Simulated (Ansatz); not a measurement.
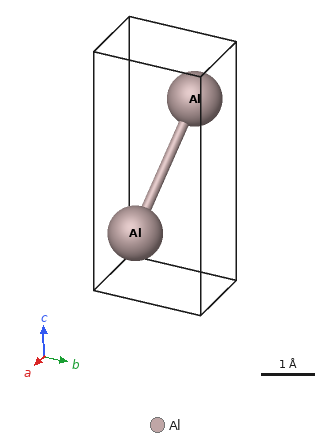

Fig. 1: The structure as given in the input (ball-and-stick view of the reduced cell, seen slightly off an axis). Near neighbours in the crystal (not all of them lie inside the picture): Al has 12 Al at 2.85 to 2.88 Å.

**Run report: Al, band-structure calculation**

System: Al (2 atoms in the cell).
Method: DFT PBE, scalar-relativistic, plane waves, PAW, no spin polarisation (Ansatz 0.2.0).

The structure was made by a generator, so it may or may not be a known phase.

## The program's output
```
scf.n_extra_bands = 6 over 3 filled bands (N_el = 6.0): the run solves 9 bands
Engine: ansatz 0.2.0, x86_64-unknown-linux-gnu
Pseudopotentials: kind: paw
Pseudopotential: Al, paw, valence charge 3, recommended cutoff 420 eV (normal), Al.paw.azcp
Functional definition: PBE
  parameter kappa = 0.804
  parameter beta = 0.06672455060314922
  exchange = pbe_x(kappa = kappa, mu = beta*pi^2/3)
  correlation = pbe_c(beta = beta)
Crystal: 2 atoms, lattice volume = 33.288 Å³
Basis set: ecut = 420 eV, 651 PW (Γ), exchange–correlation on 40×40×64 points (8 copies of the dense FFT grid, shifted against one another)
Bands: 9, of which v1, the nominal top of the filled ones, is band 3 counted from 1 (2 counted from 0)
Symmetry: 2 space group operations
Space group: P-1 (ITA 2), of the structure as read, at distance tolerance 3.2e-5 Å
k-points: 2908 of 5808
Non-local potential: Al, projectors of the file, l = 0: 2, l = 1: 2, l = 2: 1
PAW form: soft (Blöchl's): semilocal exchange-correlation on the pseudo side does not see the compensation charge
PAW one-centre angular grid: Al, 110 points (default); XC on 64 Gauss nodes
Initial density: superposition of atomic densities (neutral atoms: chi_scale 0, normalization atom), corrected by the library's trained network
Initial wavefunctions: pseudopotential atomic-orbital guess
Functional: x = pbe(κ = 0.804, μ = 0.2195149727645171), c = pbe(β = 0.06672455060314922)
SCF iter   1: F=—  HF=-1074.944104 eV  |F-HF|=—  |Δ(HF+E_count)|=         —  Δρ=1.81e-3  dr2=1.32e-3  ethr=1.77e-3  ⟨swp⟩=5.1  Hψ=187906  notcnv=0  defer=61
preconditioner: auto → none  [metal: Δε(μ)=0.001 eV  Ē_g=10.568 eV  σ=0.100 eV  W_gap=0.00  n_scr=2 (ndim 8)  ℏωp=15.8 eV  f_vac=0.000  D(μ)=0.76/eV (n_scr^D=2)  sad-step TF]
SCF iter   2: F=—  HF=-1074.943938 eV  |F-HF|=—  |Δ(HF+E_count)|=   1.67e-4  Δρ=1.11e-3  dr2=5.04e-4  ethr=2.20e-5  ⟨swp⟩=1.0  Hψ=49474  notcnv=0  defer=167
SCF iter   3: F=—  HF=-1074.943805 eV  |F-HF|=—  |Δ(HF+E_count)|=   1.33e-4  Δρ=3.86e-5  dr2=4.29e-7  ethr=8.40e-6  ⟨swp⟩=1.2  Hψ=23514  notcnv=0  defer=167
SCF iter   4: F=—  HF=-1074.943827 eV  |F-HF|=—  |Δ(HF+E_count)|=   2.28e-5  Δρ=1.09e-5  dr2=2.55e-8  ethr=7.14e-9  ⟨swp⟩=2.0  Hψ=31183  notcnv=0  defer=167
iter 5 did not close the SCF: its close was put off for the readings that it lacked (scf_convergence_deferred on its scf_iter line)
SCF iter   5: F=-1074.943827 eV  HF=-1074.943827 eV  |F-HF|=7.96e-11  |Δ(HF+E_count)|=   1.37e-8  Δρ=1.55e-6  dr2=7.17e-10  ethr=4.24e-10  ⟨swp⟩=1.8  Hψ=28908  notcnv=0  defer=167
SCF iter   6: F=-1074.943827 eV  HF=-1074.943827 eV  |F-HF|=3.93e-10  |Δ(HF+E_count)|=  1.51e-10  Δρ=5.84e-7  dr2=4.82e-10  ethr=1.19e-11  ⟨swp⟩=7.0  Hψ=133236  notcnv=0
SCF 1 converged in 6 iterations: F = -1074.943827 eV  dr2 = 4.82e-10
  greatest PAW one-centre occupation: 0.454 electrons in one spin orbital (limit 2), on the Al atom at site 1 (counted from 0), in its partial waves of l = 0
NSCF: frozen V_eff on 130 k-points
NSCF: frozen V_eff on 5468 k-points
SCF converged after 6 iterations
Free energy (F): -1074.943827 eV
Harris-Foulkes:  -1074.943827 eV  (|F-HF|=3.93e-10)
Internal energy: -1074.940015 eV  (E = F + TS)
E sigma→0 (E₀):  -1074.941921 eV
Entropy (-TS):   -0.003813 eV (-1.906 meV/atom)
Fermi energy:    7.842031 eV
--- Per-component energies (eV) ---
  E_band       = 20.784894
  E_kinetic    = 45.206588
  E_local      = 19.497212  (includes V_loc(G=0)·N_el)
  E_nonlocal   = 20.751060
  E_hartree    = 0.190469
  E_xc         = -79.354269
  E_vxc        = -57.757358  (∫ρ·V_xc dr)
  E_paw        = -934.636047  (= ΣΔE_a)
  E_vpaw       = -7.293540  (= ΣTr[D̂ρ^β])
  E_aug_tail   = -0.000004  (compensation charges beyond the density's cutoff)
  E_ewald      = -146.595024
  E_smearing   = -0.003813  (= −TS)
  E_closure    = 0.000000  (closes the sum)
  Σ components = -1074.943827   (vs F -1074.943827, Δ=0.00e0)
--- Forces (eV/Å), atoms counted from 1 ---
  atom   1  Al    -0.00001726    -0.00001963    -0.00000595
  atom   2  Al     0.00001726     0.00001963     0.00000595
  max |Σ_I F_I| component: 0.00e0 eV/Å
--- Stress (GPa, compression-positive) ---
       -0.005822      -0.003348      -0.000465
       -0.003348       0.004132      -0.002496
       -0.000465      -0.002496       0.002388
  P = ⅓ Tr σ = 0.0002 GPa (0.002 kbar)
--- Band table (eV; the first three rows and the last of 2908) ---
  k-point 0: bands = ["-3.2167", "3.2224", "3.2903", "18.5868", "18.5903", "18.9266", "18.9309", "19.6315", "21.5701"]
  k-point 1: bands = ["-3.1708", "2.2400", "4.3539", "18.6221", "18.6256", "18.8094", "18.9655", "18.9697", "21.9822"]
  k-point 2: bands = ["-3.0330", "1.3070", "5.5298", "17.3242", "18.7277", "18.7312", "19.0810", "19.0852", "22.0910"]
  k-point 2907: bands = ["3.9819", "3.9831", "4.6731", "4.6752", "15.0067", "15.0068", "15.3642", "15.3655", "16.3460"]
--- Löwdin populations: 2 sites ---
  site symbol       q [e]
     0     Al      2.9535
     1     Al      2.9535
  spilling = 0.015497 (of n_electrons = 6.000000)
--- Bader charges: 2 sites ---
  site symbol  charge [e]  shift [e]
     0     Al      0.0000     0.0000
     1     Al      0.0000     0.0000
  estimated error of the sums over rays = 4.7e-5 e
```

## File bader_charges.tsv
```
# site	symbol	x_ang	y_ang	z_ang	partial_charge_e	electrons	volume_ang3	relative_density_drop	shared_charge_e	partial_wave_shift_e
# quadrature_error_electrons = 4.7e-5
0	Al	0.7066	0.4308	1.1793	-0.00001	13.00001	16.64	-	-0.00001	0.00000
1	Al	3.5283	2.1441	3.5317	0.00001	12.99999	16.64	-	0.00001	0.00000
```

## File populations.tsv
```
# site	symbol	l	j	q
# orbitals = lowdin
# n_electrons = 6.000000
# spilling = 0.015497
0	Al	0_3S	-	0.947704
0	Al	1_3P	-	2.005803
1	Al	0_3S	-	0.947704
1	Al	1_3P	-	2.005803
```

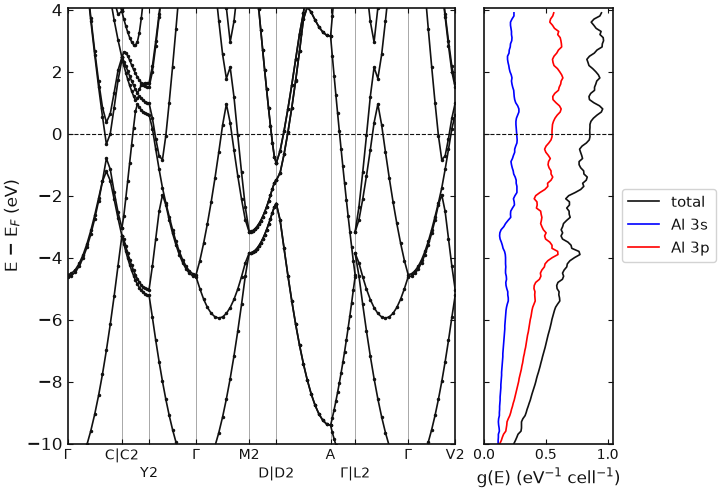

Fig. 2: Band structure along Γ–C|C2–Y2–Γ–M2–D|D2–A–Γ|L2–Γ–V2 and density of states (projected on Löwdin-orthogonalised atomic shells), with energies from the Fermi level. Bands cross the Fermi level: a metal at this level of theory.

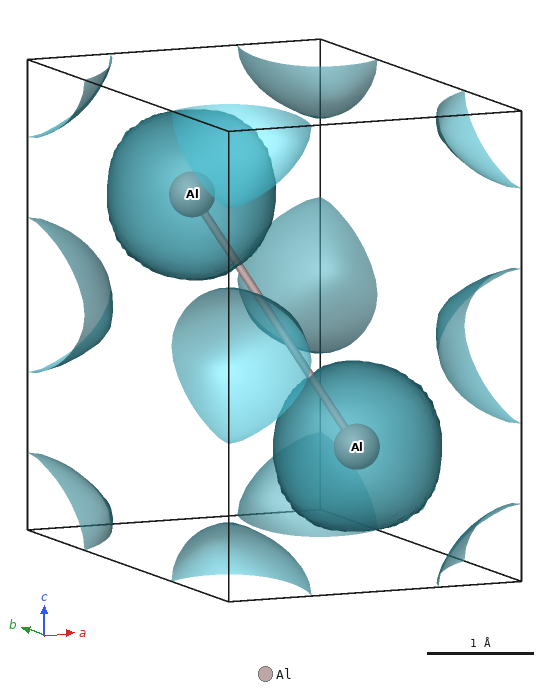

Fig. 3: Isosurface of the electron localisation function at 0.45 (cyan), seen at an oblique angle. Core shells and regions of very low density are left out. Sticks mark near contacts. The outline is the cell set on symmetry axes. Values along the shortest contacts: Al–Al (2.85 Å): the ELF peaks at about 0.65 between the atoms. The fields are those of the smooth PAW valence density.

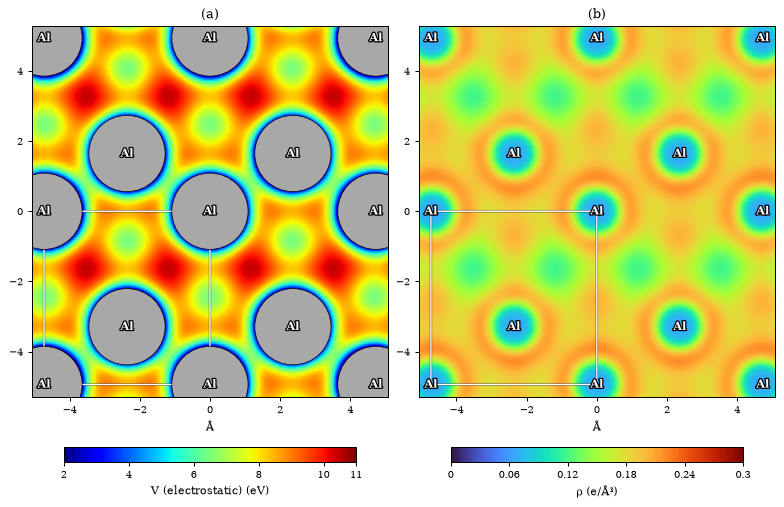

Fig. 4: (a) electrostatic potential energy of an electron; (b) valence pseudo-density on the (110) plane of the conventional cell. Grey discs, where drawn, cover atomic cores. The section cuts through Al sites. Away from the nuclei the density in this plane falls to 0.12 e/Å³ at its lowest. Outside the cores the potential energy rises away from the atoms and is highest about 2.0 Å from the nearest atoms; outside the discs it spans about 8 eV, and its zero is arbitrary.

This output came from the following input.

## The input
```yaml
crystal:
  lattice:
    - [2.8505100699, 0.0577879256, -0.0055392701]
    - [1.3753969126, 2.4971721346, -0.0126301549]
    - [0.008994805, 0.0199961712, 4.729142873]
  atoms:
    - { symbol: Al, position: [0.166667884, 0.1666677719, 0.249999643] }
    - { symbol: Al, position: [0.833332116, 0.8333322281, 0.750000357] }
basis:
  ecutwfc: 420
kpoints:
  mp_grid: { grid: [22, 22, 12] }
  band_path:
    path:
      - [[0.0, 0.0, 0.0], [0.66671051, 0.33335525, 4.914e-05]]
      - [[0.33324271, -0.33337864, 2.456e-05], [-4.678e-05, -0.50002339, 0.0], [0.0, 0.0, 0.0], [-4.678e-05, -0.50002339, -0.5], [0.33327664, -0.33336168, -0.49997543]]
      - [[0.66667658, 0.33333829, -0.49995086], [0.0, 0.0, -0.5], [0.0, 0.0, 0.0]]
      - [[0.49997661, -1.17e-05, -0.49996315], [0.0, 0.0, 0.0], [0.49997661, -1.17e-05, 3.685e-05]]
    npoints: 14
hamiltonian:
  xc: pbe
scf:
  occupations: { method: gaussian, width: 0.1 }
  n_extra_bands: 6
output:
  forces: true
  stress: true
  eigenvalues: true
  populations: true
  dos: { projected: true, de: 0.02, nscf_kmesh: { grid: [27, 27, 15] } }
  bader: true
  write_density: true
  write_potential: true
  elf: true
  volumetric_format: npy
```

Run as:
```bash
ansatz run input.yaml --threads 1 --pin off --max-ram 3072MiB --backend cpu --events-out ev --progress --plain --runs-dir out
```

## Key numbers

| quantity | value |
| --- | --- |
| outcome | converged |
| space group (tolerance 0.01 Å) | P6₃/mmc (194) |
| electrons treated | 6 |
| free energy | −1074.9438 eV |
| Fermi energy | 7.842 eV |
| gap on the k-point mesh | none (metallic) |
| pressure | 0.00 GPa |
| largest force (length of the vector) | under 0.001 eV/Å |
| hardware | 1 thread of Intel Xeon (Granite Rapids), 128 GiB of memory available, shared host |
| wall time | 56 s |
| peak memory | 1.5 GiB |
